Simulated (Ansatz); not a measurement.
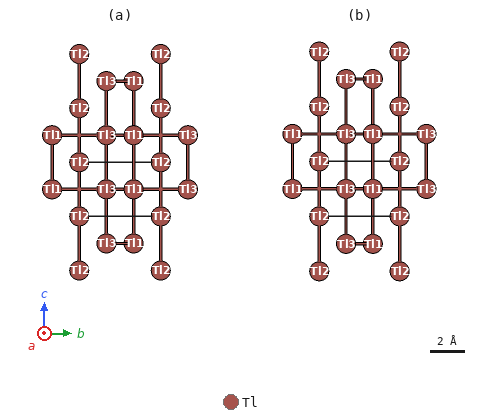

The structure of a crystal of Tl (a generated structure, set up in P6/mmm) before (left) and after (right) a relaxation, at one scale.

The picture is a ball-and-stick view of the cell of the calculation, repeated 1 × 1 × 2 with one cell outlined, seen along the a axis.

Case: Hg → Tl on all its sites, cell and atoms relaxed.

All numbers below come from DFT PBEsol, scalar-relativistic, plane waves, PAW in Ansatz 0.2.0.

Input
```yaml
crystal:
  lattice:
    - [5.6089800722, 0.0, 0.0]
    - [-2.8044900361, 4.8575192319, 0.0]
    - [0.0, 0.0, 3.225009675]
  atoms:
    - { symbol: Tl, position: [0.3333333333, 0.6666666667, 0.5] }
    - { symbol: Tl, position: [0.0, 0.0, 0.0] }
    - { symbol: Tl, position: [0.6666666667, 0.3333333333, 0.5] }
basis:
  ecutwfc: 420
kpoints:
  mp_grid: { grid: [9, 9, 14] }
hamiltonian:
  xc: pbesol
scf:
  occupations: { method: gaussian, width: 0.1 }
output:
  forces: true
  stress: true
  eigenvalues: true
relax:
  adjacent_minimum: "off"
  f_tol: 0.01
  max_steps: 60
  cell: { stress_tol: 0.1 }
```

Run as
```bash
ansatz run input.yaml --threads 1 --pin off --max-ram 2560MiB --backend cpu --events-out ev --progress --plain --runs-dir out
```

Describe what moved and what it gained.

No atom moves by more than 0.005 Å relative to the cell. The drawn cell changes as follows: a = b 5.609 → 5.530 Å (−1.4 %), c 3.225 → 3.274 Å (+1.5 %); the volume changes by −1.3 %. Some distances before and after: Tl1–Tl1 3.225 → 3.274 Å, Tl1–Tl3 3.238 → 3.193 Å. The space group stays P6/mmm (No. 191). The energy falls by 7.6 meV per cell of the calculation in 2 accepted moves (3 points after the start). All forces vanish by symmetry, so only the cell relaxes. The pressure goes from −0.44 to 0.01 GPa. The SCF was repeated once at an unchanged geometry on a basis and grid sized afresh for the cell, which shifted the energy by 0.3 meV per cell of the calculation at most.
